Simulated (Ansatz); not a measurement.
Input

```
crystal:
  lattice:
    - [2.3543852328, -2.4860506221, 0.0]
    - [2.3543852328, 2.4860506221, 0.0]
    - [0.0, 0.0, 13.7754246372]
  atoms:
    - { symbol: P, position: [0.6061612837, 0.3938387163, 0.0705650404] }
    - { symbol: P, position: [0.3938387163, 0.6061612837, 0.9294349596] }
    - { symbol: P, position: [0.3938387163, 0.6061612837, 0.5705650404] }
    - { symbol: P, position: [0.6061612837, 0.3938387163, 0.4294349596] }
    - { symbol: P, position: [0.8966497199, 0.1033502801, 0.25] }
    - { symbol: P, position: [0.1033502801, 0.8966497199, 0.75] }
    - { symbol: Ga, position: [0.8992772765, 0.1007227235, 0.5920667605] }
    - { symbol: Ga, position: [0.1007227235, 0.8992772765, 0.4079332395] }
    - { symbol: Ga, position: [0.1007227235, 0.8992772765, 0.0920667605] }
    - { symbol: Ga, position: [0.8992772765, 0.1007227235, 0.9079332395] }
    - { symbol: Ga, position: [0.420128567, 0.579871433, 0.25] }
    - { symbol: Ga, position: [0.579871433, 0.420128567, 0.75] }
basis:
  ecutwfc: 420
kpoints:
  mp_grid: { grid: [10, 10, 4] }
hamiltonian:
  xc: pbe
scf:
  occupations: { method: fermi_dirac, width: 0.1 }
output:
  forces: true
  stress: true
  eigenvalues: true
  write_density: true
  write_potential: true
  elf: true
  volumetric_format: npy
relax:
  adjacent_minimum: "off"
  f_tol: 0.002
  max_steps: 60
  cell: { stress_tol: 0.02, p_target: 30.7 }
```

Run with:

```sh
ansatz run input.yaml --threads 4 --pin off --max-ram 10240MiB --backend cpu --events-out ev --progress --plain --runs-dir out
```

Below, planes, directions and counts refer to the conventional cell (a = 4.73 Å, b = 4.99 Å, c = 13.67 Å, α = 90.00°, β = 90.00°, γ = 90.00°).

The fields are those of the relaxed geometry.

Space group Cmcm; computed pressure about 31 GPa in this cell.

Level of theory: DFT PBE, scalar-relativistic, plane waves, PAW in Ansatz 0.2.0.

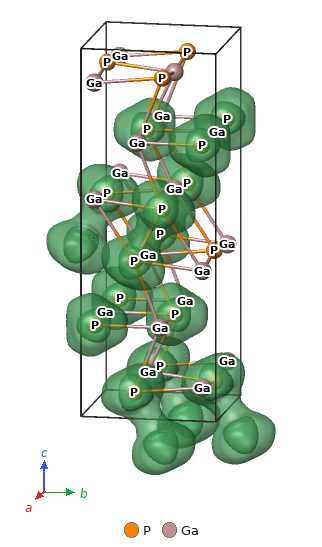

GaP. Isosurface of the electron localisation function at 0.65 (green), seen slightly off an axis. Only the valence region is drawn (cores and ρ < 0.01 e/Å³ removed). Sticks mark near contacts.

Core electrons are frozen (PAW), and the valence fields are smoothed inside the atomic spheres.

What do the ELF domains correspond to?

Answer. The surface consists of four regions between bonded P–P atoms and four regions on P in which the atom's valence shell and bonds are merged, counted in one cell of 24 atoms. Regions shared between cells count once.

Values along the shortest contacts:
P–P (2.21 Å): the ELF peaks at about 0.85 between the atoms. Ga–P (2.37 Å): the ELF peaks at about 0.85 in the valence shell of P, 0.9 Å from its nucleus, and is about 0.70 at the midpoint.

Metal or insulator at this level of theory?

Answer. It is metallic or semimetallic at this level of theory: no gap opens.
